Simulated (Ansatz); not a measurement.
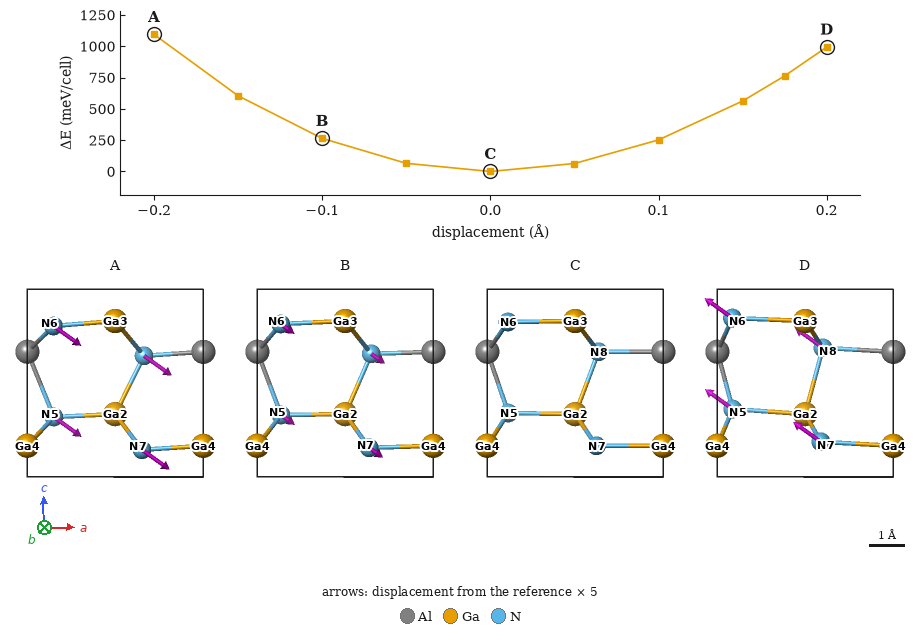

A scan of a crystal of AlGa$_{3}$N$_{4}$ (Pm): the whole N sublattice is shifted rigidly, towards the nearest copy of atom 8 (N) at 3.080 Å, all else fixed. The lettered frames are marked on the plot. A ball-and-stick model of the cell of the calculation, seen along the b axis. Purple arrows: displacements from the reference.

Theory: DFT r2SCAN, scalar-relativistic, plane waves, PAW (Ansatz 0.2.0). Settings: plane-wave cutoff 500 eV; k-point mesh 6 × 8 × 4; occupations gaussian; smearing width 0.05 eV; no spin polarisation. Energies (free energies at the smearing named) are counted from the relaxed crystal.

Describe the profile.

Of the computed points the lowest is at the displacement 0.00 Å, 0 meV/cell. At the ends of the scan the energy is 1094 meV/cell (−0.20 Å) and 993 meV/cell (0.20 Å). The curvature at zero is about 52 eV/Å² per cell. The well is nearly symmetric. At the highest point the shortest interatomic distance is 1.74 Å, against 1.89 Å in the reference. The distortion keeps the space group Pm.
